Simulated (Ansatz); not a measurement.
# Lanthanum, dhcp under r²SCAN: how the Methfessel-Paxton smearing moves the result

How small must the Methfessel-Paxton smearing width be for energy and pressure to settle? The geometry was relaxed under r²SCAN beforehand and stays fixed; 7 values are run, from 0.01 to 1.0 eV. Wanted are the values from which on the energy stays within 10 and 1 meV/atom, and the pressure within 0.5 GPa, of the narrowest run. Within the series other settings stay, but some runs also write fields, which adds to their time. Spin polarisation is left out.

Method: DFT r²SCAN, plane waves with PAW, scalar-relativistic, in Ansatz 0.2.0.

## 1. Starting point

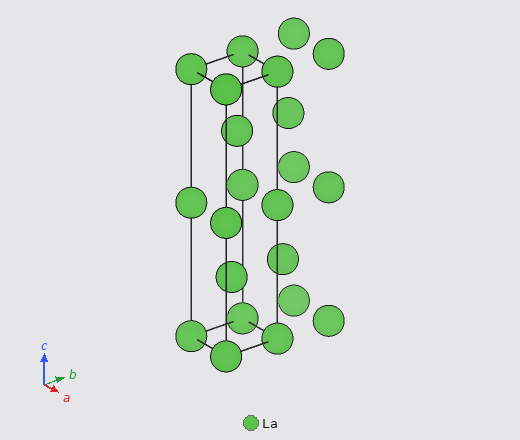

Start, viewed slightly off an axis; lanthanum green. 1×2×1 cells are drawn. Any atoms on the faces are drawn again on the opposite ones.

As a file:

```cif
data_structure
_symmetry_space_group_name_H-M 'P6_3/mmc'
_symmetry_Int_Tables_number 194
_cell_length_a 3.7872
_cell_length_b 3.7872
_cell_length_c 12.0621
_cell_angle_alpha 90.000
_cell_angle_beta 90.000
_cell_angle_gamma 120.000
_cell_volume 149.82
loop_
_atom_site_label
_atom_site_type_symbol
_atom_site_symmetry_multiplicity
_atom_site_Wyckoff_symbol
_atom_site_fract_x
_atom_site_fract_y
_atom_site_fract_z
_atom_site_occupancy
La1 La 2 a 0.00000 0.00000 0.00000 1
La2 La 2 d 0.33333 0.66667 0.75000 1
```

## 2. With a width of 0.01 eV

The run at 0.01 eV.

Contents of input.yaml:

```yaml
crystal:
  lattice:
    - [3.787165242, 0.0, 0.0]
    - [-1.893582621, 3.2797813079, 0.0]
    - [0.0, 0.0, 12.0620946415]
  atoms:
    - { symbol: La, position: [1.0, 0.0, 0.0] }
    - { symbol: La, position: [1.0, 0.0, 0.5] }
    - { symbol: La, position: [0.3333333333, 0.6666666667, 0.75] }
    - { symbol: La, position: [0.6666666667, 0.3333333333, 0.25] }
hamiltonian:
  xc: r2scan
  pseudopotentials:
    kind: paw
    azcp:
      La: "pseudopotentials/La.paw.azcp"
basis:
  ecutwfc: 500
  fft_grid_basis: typed
kpoints:
  mp_grid: { grid: [10, 10, 3], shift: [0, 0, 0] }
magnetization:
  spin_polarized: false
scf:
  occupations: { method: methfessel_paxton, width: 0.01 }
  lower_state_search: "off"
output:
  stress: true
```

Started as:

```sh
ansatz run input.yaml --threads 2 --pin off --max-ram 5120MiB --backend cpu --events-out ev --progress --plain --runs-dir out
```

Standard output, cut to the lines that bear on the results:

```text
Warning: RAYON_NUM_THREADS=2 ignored (pool sized by the plan → 2); use --threads N
[...]
Pseudopotentials: kind: paw
Pseudopotential: La, paw, valence charge 11, recommended cutoff 500 eV (meta_gga), <dir>
Functional definition: r2SCAN
[...]
Crystal: 4 atoms, lattice volume = 149.824 Å³
Basis set: ecut = 500 eV, 3787 PW (Γ), exchange–correlation on 120×120×360 points (64 copies of the dense FFT grid, shifted against one another)
Bands: 27, of which v1, the nominal top of the filled ones, is band 22 counted from 1 (21 counted from 0)
Symmetry: 24 space group operations
Space group: P63/mmc (ITA 194), of the structure as read, at distance tolerance 5.3e-5 Å
k-points: 28 of 300
[...]
SCF iter   1: F=—  HF=-25058.489016 eV  |F-HF|=—  |Δ(HF+E_count)|=         —  Δρ=8.64e-3  dr2=1.21e-1  dr2_τ=9.83e-3  ethr=1.77e-3  ⟨swp⟩=9.3  Hψ=4480  notcnv=0
[...]
SCF iter   8: F=-25058.714839 eV  HF=-25058.714839 eV  |F-HF|=5.50e-9  |Δ(HF+E_count)|=   1.79e-7  S|Δr|=    0.00e0  Δρ=2.52e-6  dr2=1.11e-8  dr2_τ=1.61e-10  ethr=2.27e-10  ⟨swp⟩=12.3  Hψ=4120  notcnv=0
[...]
SCF converged after 8 iterations
Stability not checked: this state was not tested for a lower state beside it, because cold or Methfessel-Paxton smearing, or corrected tetrahedra, fill the levels in a way that the test cannot read (fill_not_monotonic; see scf.lower_state_search)
Free energy (F): -25058.714839 eV
[...]
E sigma→0 (E₀):  -25058.714833 eV
Entropy (-TS):   -0.000025 eV (-0.006 meV/atom)
Fermi energy:    11.026562 eV
[...]
--- Stress (GPa, compression-positive) ---
        0.108527       0.000000       0.000000
        0.000000       0.108527       0.000000
        0.000000       0.000000      -0.133118
  P = ⅓ Tr σ = 0.0280 GPa (0.280 kbar)
```

It took 6.5 s on 2 threads of Intel Xeon Platinum 8488C (Sapphire Rapids), shared host; peak memory 0.84 GiB.

## 3. With a width of 0.03 eV

The run at 0.03 eV.

Changes to input.yaml since step 2:

```diff
@@ -24,3 +24,3 @@
 scf:
-  occupations: { method: methfessel_paxton, width: 0.01 }
+  occupations: { method: methfessel_paxton, width: 0.03 }
   lower_state_search: "off"
@@ -28 +28,5 @@
   stress: true
+  write_density: true
+  write_potential: true
+  elf: true
+  volumetric_format: npy
```

Started as:

```sh
ansatz run input.yaml --threads 2 --pin off --max-ram 5120MiB --backend cpu --events-out ev --progress --plain --runs-dir out
```

Standard output, cut to the lines that bear on the results:

```text
Warning: RAYON_NUM_THREADS=2 ignored (pool sized by the plan → 2); use --threads N
[...]
[... 3 set-up lines as earlier in the session ...]
[...]
Crystal: 4 atoms, lattice volume = 149.824 Å³
Basis set: ecut = 500 eV, 3787 PW (Γ), exchange–correlation on 120×120×360 points (64 copies of the dense FFT grid, shifted against one another)
Bands: 27, of which v1, the nominal top of the filled ones, is band 22 counted from 1 (21 counted from 0)
[... 2 set-up lines as earlier in the session ...]
k-points: 28 of 300
[...]
SCF iter   1: F=—  HF=-25058.489325 eV  |F-HF|=—  |Δ(HF+E_count)|=         —  Δρ=8.64e-3  dr2=1.23e-1  dr2_τ=9.84e-3  ethr=1.77e-3  ⟨swp⟩=8.9  Hψ=4429  notcnv=0
[...]
SCF iter   7: F=-25058.715097 eV  HF=-25058.715097 eV  |F-HF|=6.12e-8  |Δ(HF+E_count)|=   3.63e-7  S|Δr|=    0.00e0  Δρ=7.09e-6  dr2=8.61e-8  dr2_τ=1.78e-9  ethr=2.27e-10  ⟨swp⟩=14.7  Hψ=6827  notcnv=0
[...]
SCF converged after 7 iterations
Stability not checked: this state was not tested for a lower state beside it, because cold or Methfessel-Paxton smearing, or corrected tetrahedra, fill the levels in a way that the test cannot read (fill_not_monotonic; see scf.lower_state_search)
Free energy (F): -25058.715097 eV
[...]
E sigma→0 (E₀):  -25058.715007 eV
Entropy (-TS):   -0.000361 eV (-0.090 meV/atom)
Fermi energy:    11.031978 eV
[...]
--- Stress (GPa, compression-positive) ---
        0.116380       0.000000       0.000000
       -0.000000       0.116380       0.000000
        0.000000       0.000000      -0.133694
  P = ⅓ Tr σ = 0.0330 GPa (0.330 kbar)
--- Band table (eV; the first three rows and the last of 28) ---
[... band rows left out ...]
[...]
```

Run time: 7.6 s. Hardware: 2 threads of Intel Xeon Platinum 8488C (Sapphire Rapids), shared host; peak memory 0.85 GiB.

## 4. With a width of 0.1 eV

The run at 0.1 eV.

Changes to input.yaml since step 3:

```diff
@@ -24,3 +24,3 @@
 scf:
-  occupations: { method: methfessel_paxton, width: 0.03 }
+  occupations: { method: methfessel_paxton, width: 0.1 }
   lower_state_search: "off"
```

Started as:

```sh
ansatz run input.yaml --threads 2 --pin off --max-ram 5120MiB --backend cpu --events-out ev --progress --plain --runs-dir out
```

Standard output, cut to the lines that bear on the results:

```text
Warning: RAYON_NUM_THREADS=2 ignored (pool sized by the plan → 2); use --threads N
[...]
[... 3 set-up lines as earlier in the session ...]
[...]
Crystal: 4 atoms, lattice volume = 149.824 Å³
Basis set: ecut = 500 eV, 3787 PW (Γ), exchange–correlation on 120×120×360 points (64 copies of the dense FFT grid, shifted against one another)
Bands: 27, of which v1, the nominal top of the filled ones, is band 22 counted from 1 (21 counted from 0)
[... 2 set-up lines as earlier in the session ...]
k-points: 28 of 300
[...]
SCF iter   1: F=—  HF=-25058.489773 eV  |F-HF|=—  |Δ(HF+E_count)|=         —  Δρ=8.64e-3  dr2=1.24e-1  dr2_τ=9.85e-3  ethr=1.77e-3  ⟨swp⟩=7.7  Hψ=4179  notcnv=0
[...]
SCF iter   7: F=-25058.715761 eV  HF=-25058.715761 eV  |F-HF|=5.93e-8  |Δ(HF+E_count)|=   4.01e-7  S|Δr|=    0.00e0  Δρ=7.40e-6  dr2=9.56e-8  dr2_τ=2.04e-9  ethr=2.27e-10  ⟨swp⟩=13.6  Hψ=6970  notcnv=0
[...]
SCF converged after 7 iterations
Stability not checked: this state was not tested for a lower state beside it, because cold or Methfessel-Paxton smearing, or corrected tetrahedra, fill the levels in a way that the test cannot read (fill_not_monotonic; see scf.lower_state_search)
Free energy (F): -25058.715761 eV
[...]
E sigma→0 (E₀):  -25058.715640 eV
Entropy (-TS):   -0.000483 eV (-0.121 meV/atom)
Fermi energy:    11.040949 eV
[...]
--- Stress (GPa, compression-positive) ---
        0.088343      -0.000000       0.000000
        0.000000       0.088343       0.000000
        0.000000       0.000000      -0.127704
  P = ⅓ Tr σ = 0.0163 GPa (0.163 kbar)
--- Band table (eV; the first three rows and the last of 28) ---
[... band rows left out ...]
[...]
```

Run time: 7.6 s. Hardware: 2 threads of Intel Xeon Platinum 8488C (Sapphire Rapids), shared host; peak memory 0.84 GiB.

## 5. With a width of 0.2 eV

The run at 0.2 eV.

Changes to input.yaml since step 4:

```diff
@@ -24,3 +24,3 @@
 scf:
-  occupations: { method: methfessel_paxton, width: 0.1 }
+  occupations: { method: methfessel_paxton, width: 0.2 }
   lower_state_search: "off"
@@ -28,5 +28 @@
   stress: true
-  write_density: true
-  write_potential: true
-  elf: true
-  volumetric_format: npy
```

Started as:

```sh
ansatz run input.yaml --threads 2 --pin off --max-ram 5120MiB --backend cpu --events-out ev --progress --plain --runs-dir out
```

Standard output, cut to the lines that bear on the results:

```text
Warning: RAYON_NUM_THREADS=2 ignored (pool sized by the plan → 2); use --threads N
[...]
[... 3 set-up lines as earlier in the session ...]
[...]
Crystal: 4 atoms, lattice volume = 149.824 Å³
Basis set: ecut = 500 eV, 3787 PW (Γ), exchange–correlation on 120×120×360 points (64 copies of the dense FFT grid, shifted against one another)
Bands: 27, of which v1, the nominal top of the filled ones, is band 22 counted from 1 (21 counted from 0)
[... 2 set-up lines as earlier in the session ...]
k-points: 28 of 300
[...]
SCF iter   1: F=—  HF=-25058.487838 eV  |F-HF|=—  |Δ(HF+E_count)|=         —  Δρ=8.63e-3  dr2=1.21e-1  dr2_τ=9.84e-3  ethr=1.77e-3  ⟨swp⟩=6.9  Hψ=4061  notcnv=0
[...]
SCF iter   8: F=-25058.713852 eV  HF=-25058.713852 eV  |F-HF|=1.94e-9  |Δ(HF+E_count)|=   8.13e-8  S|Δr|=    0.00e0  Δρ=2.04e-6  dr2=9.10e-9  dr2_τ=9.63e-11  ethr=2.27e-10  ⟨swp⟩=5.0  Hψ=2901  notcnv=0
[...]
SCF converged after 8 iterations
Stability not checked: this state was not tested for a lower state beside it, because cold or Methfessel-Paxton smearing, or corrected tetrahedra, fill the levels in a way that the test cannot read (fill_not_monotonic; see scf.lower_state_search)
Free energy (F): -25058.713852 eV
[...]
E sigma→0 (E₀):  -25058.715516 eV
Entropy (-TS):   0.006658 eV (1.665 meV/atom)
Fermi energy:    11.032898 eV
[...]
--- Stress (GPa, compression-positive) ---
        0.022598       0.000000       0.000000
       -0.000000       0.022598       0.000000
        0.000000       0.000000      -0.134190
  P = ⅓ Tr σ = -0.0297 GPa (-0.297 kbar)
```

It took 6 s on 2 threads of Intel Xeon Platinum 8488C (Sapphire Rapids), shared host; peak memory 0.84 GiB.

## 6. With a width of 0.3 eV

The run at 0.3 eV.

Changes to input.yaml since step 5:

```diff
@@ -24,3 +24,3 @@
 scf:
-  occupations: { method: methfessel_paxton, width: 0.2 }
+  occupations: { method: methfessel_paxton, width: 0.3 }
   lower_state_search: "off"
```

Started as:

```sh
ansatz run input.yaml --threads 2 --pin off --max-ram 5120MiB --backend cpu --events-out ev --progress --plain --runs-dir out
```

Standard output, cut to the lines that bear on the results:

```text
Warning: RAYON_NUM_THREADS=2 ignored (pool sized by the plan → 2); use --threads N
band count auto-derived: 28 (N_el = 44.0; filled up to band 22; 27 by the electrons, moments and atoms)
[...]
[... 3 set-up lines as earlier in the session ...]
[...]
Crystal: 4 atoms, lattice volume = 149.824 Å³
Basis set: ecut = 500 eV, 3787 PW (Γ), exchange–correlation on 120×120×360 points (64 copies of the dense FFT grid, shifted against one another)
Bands: 28, of which v1, the nominal top of the filled ones, is band 22 counted from 1 (21 counted from 0)
[... 2 set-up lines as earlier in the session ...]
k-points: 28 of 300
[...]
SCF iter   1: F=—  HF=-25058.485379 eV  |F-HF|=—  |Δ(HF+E_count)|=         —  Δρ=8.60e-3  dr2=1.17e-1  dr2_τ=9.84e-3  ethr=1.77e-3  ⟨swp⟩=6.8  Hψ=4168  notcnv=0
[...]
SCF iter   8: F=-25058.711813 eV  HF=-25058.711813 eV  |F-HF|=3.50e-9  |Δ(HF+E_count)|=   1.38e-8  S|Δr|=    0.00e0  Δρ=2.07e-6  dr2=7.03e-9  dr2_τ=1.65e-10  ethr=2.27e-10  ⟨swp⟩=4.9  Hψ=2784  notcnv=0
[...]
SCF converged after 8 iterations
Stability not checked: this state was not tested for a lower state beside it, because cold or Methfessel-Paxton smearing, or corrected tetrahedra, fill the levels in a way that the test cannot read (fill_not_monotonic; see scf.lower_state_search)
Free energy (F): -25058.711813 eV
[...]
E sigma→0 (E₀):  -25058.712124 eV
Entropy (-TS):   0.001243 eV (0.311 meV/atom)
Fermi energy:    11.024510 eV
[...]
--- Stress (GPa, compression-positive) ---
       -0.038172      -0.000000       0.000000
        0.000000      -0.038172       0.000000
        0.000000       0.000000      -0.109581
  P = ⅓ Tr σ = -0.0620 GPa (-0.620 kbar)
```

Run time: 6.3 s. Hardware: 2 threads of Intel Xeon Platinum 8488C (Sapphire Rapids), shared host; peak memory 0.85 GiB.

## 7. With a width of 0.6 eV

The run at 0.6 eV.

Changes to input.yaml since step 6:

```diff
@@ -24,3 +24,3 @@
 scf:
-  occupations: { method: methfessel_paxton, width: 0.3 }
+  occupations: { method: methfessel_paxton, width: 0.6 }
   lower_state_search: "off"
```

Started as:

```sh
ansatz run input.yaml --threads 2 --pin off --max-ram 5120MiB --backend cpu --events-out ev --progress --plain --runs-dir out
```

Standard output, cut to the lines that bear on the results:

```text
Warning: RAYON_NUM_THREADS=2 ignored (pool sized by the plan → 2); use --threads N
band count auto-derived: 42 (N_el = 44.0; filled up to band 22; 27 by the electrons, moments and atoms)
[...]
[... 3 set-up lines as earlier in the session ...]
[...]
Crystal: 4 atoms, lattice volume = 149.824 Å³
Basis set: ecut = 500 eV, 3787 PW (Γ), exchange–correlation on 120×120×360 points (64 copies of the dense FFT grid, shifted against one another)
Bands: 42, of which v1, the nominal top of the filled ones, is band 22 counted from 1 (21 counted from 0)
[... 2 set-up lines as earlier in the session ...]
k-points: 28 of 300
[...]
SCF iter   1: F=—  HF=-25058.480321 eV  |F-HF|=—  |Δ(HF+E_count)|=         —  Δρ=8.60e-3  dr2=1.15e-1  dr2_τ=9.78e-3  ethr=1.77e-3  ⟨swp⟩=6.9  Hψ=5324  notcnv=0
[...]
SCF iter   8: F=-25058.704987 eV  HF=-25058.704987 eV  |F-HF|=2.80e-9  |Δ(HF+E_count)|=   7.46e-8  S|Δr|=    0.00e0  Δρ=2.23e-6  dr2=1.02e-8  dr2_τ=9.85e-11  ethr=2.27e-10  ⟨swp⟩=4.2  Hψ=3306  notcnv=0
[...]
SCF converged after 8 iterations
Stability not checked: this state was not tested for a lower state beside it, because cold or Methfessel-Paxton smearing, or corrected tetrahedra, fill the levels in a way that the test cannot read (fill_not_monotonic; see scf.lower_state_search)
Free energy (F): -25058.704987 eV
[...]
E sigma→0 (E₀):  -25058.716186 eV
Entropy (-TS):   0.044795 eV (11.199 meV/atom)
Fermi energy:    11.020178 eV
[...]
--- Stress (GPa, compression-positive) ---
       -0.180014       0.000000       0.000000
       -0.000000      -0.180014       0.000000
        0.000000       0.000000      -0.139795
  P = ⅓ Tr σ = -0.1666 GPa (-1.666 kbar)
```

Wall time 8.6 s (2 threads of Intel Xeon Platinum 8488C (Sapphire Rapids), shared host); peak memory 0.88 GiB.

## 8. With a width of 1.0 eV

The run at 1.0 eV.

Changes to input.yaml since step 7:

```diff
@@ -24,3 +24,3 @@
 scf:
-  occupations: { method: methfessel_paxton, width: 0.6 }
+  occupations: { method: methfessel_paxton, width: 1.0 }
   lower_state_search: "off"
```

Started as:

```sh
ansatz run input.yaml --threads 2 --pin off --max-ram 5120MiB --backend cpu --events-out ev --progress --plain --runs-dir out
```

Standard output, cut to the lines that bear on the results:

```text
Warning: RAYON_NUM_THREADS=2 ignored (pool sized by the plan → 2); use --threads N
band count auto-derived: 61 (N_el = 44.0; filled up to band 22; 27 by the electrons, moments and atoms)
[...]
[... 3 set-up lines as earlier in the session ...]
[...]
Crystal: 4 atoms, lattice volume = 149.824 Å³
Basis set: ecut = 500 eV, 3787 PW (Γ), exchange–correlation on 120×120×360 points (64 copies of the dense FFT grid, shifted against one another)
Bands: 61, of which v1, the nominal top of the filled ones, is band 22 counted from 1 (21 counted from 0)
[... 2 set-up lines as earlier in the session ...]
k-points: 28 of 300
[...]
SCF iter   1: F=—  HF=-25058.426325 eV  |F-HF|=—  |Δ(HF+E_count)|=         —  Δρ=9.86e-3  dr2=1.59e-1  dr2_τ=9.45e-3  ethr=1.77e-3  ⟨swp⟩=4.2  Hψ=5407  notcnv=0
[...]
SCF iter  21: F=-25058.475197 eV  HF=-25058.475197 eV  |F-HF|=5.96e-9  |Δ(HF+E_count)|=   1.12e-8  S|Δr|=    0.00e0  Δρ=1.94e-6  dr2=7.19e-9  dr2_τ=3.80e-11  ethr=2.27e-10  ⟨swp⟩=4.0  Hψ=5189  notcnv=0
[...]
SCF converged after 21 iterations
Stability not checked: this state was not tested for a lower state beside it, because cold or Methfessel-Paxton smearing, or corrected tetrahedra, fill the levels in a way that the test cannot read (fill_not_monotonic; see scf.lower_state_search)
Free energy (F): -25058.475197 eV
[...]
E sigma→0 (E₀):  -25059.098085 eV
Entropy (-TS):   2.491556 eV (622.889 meV/atom)
Fermi energy:    10.992723 eV
[...]
--- Stress (GPa, compression-positive) ---
       -3.629721       0.000000       0.000000
        0.000000      -3.629721       0.000000
        0.000000       0.000000      -3.089672
  P = ⅓ Tr σ = -3.4497 GPa (-34.497 kbar)
```

Wall time 19 s (2 threads of Intel Xeon Platinum 8488C (Sapphire Rapids), shared host); peak memory 0.91 GiB.

## 9. Convergence table

Energies count from the run at 0.01 eV.

```tsv
smearing (eV)	F (meV/atom)	E(σ → 0) (meV/atom)	P (GPa)	SCF cycles	CPU time
0.01	0.00	0.00	0.03	8	12 s
0.03	-0.06	-0.04	0.03	7	15 s
0.1	-0.23	-0.20	0.02	7	15 s
0.2	0.25	-0.17	-0.03	8	12 s
0.3	0.76	0.68	-0.06	8	12 s
0.6	2.46	-0.34	-0.17	8	16 s
1.0	59.91	-95.81	-3.45	21	37 s
```

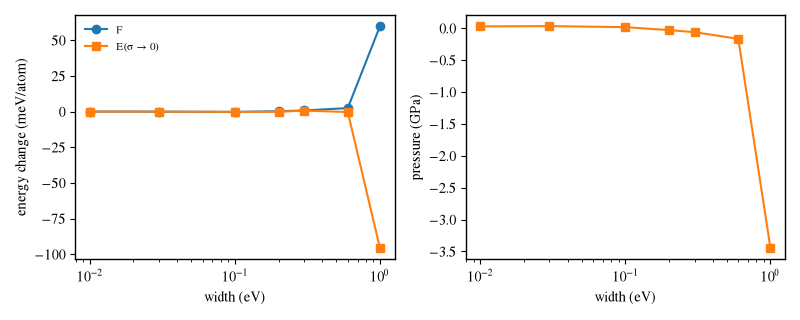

Energy and pressure against the Methfessel-Paxton smearing width.

## 10. Results

| quantity | value |
| --- | --- |
| E(σ → 0) stays within 10 meV/atom of 0.01 eV | up to 0.6 eV |
| E(σ → 0) stays within 1 meV/atom | up to 0.6 eV |
| pressure stays within 0.5 GPa | up to 0.6 eV |
| pressure at 0.01 eV | 0.03 GPa |
| energy of a separate run on a finer mesh (13×13×4) | +1.4 meV/atom from 0.01 eV |

**Reading.** At 1.0 eV the energy differs by -95.8 meV/atom and the pressure by -3.5 GPa. The free energy F moves by +59.9 meV/atom over the range, and the estimate for σ → 0 by -95.8. This scheme cancels the term in the square of the width, so F moves little up to 0.2 eV. The mesh (10×10×3) is fixed, so the narrowest widths carry a k-point error of their own. The yardstick itself is unsettled by 1.4 meV/atom against the finer mesh, so the thresholds above hold only within this series, and wider smearing, which averages over more states, can land nearer the fine-mesh value than the narrowest does.
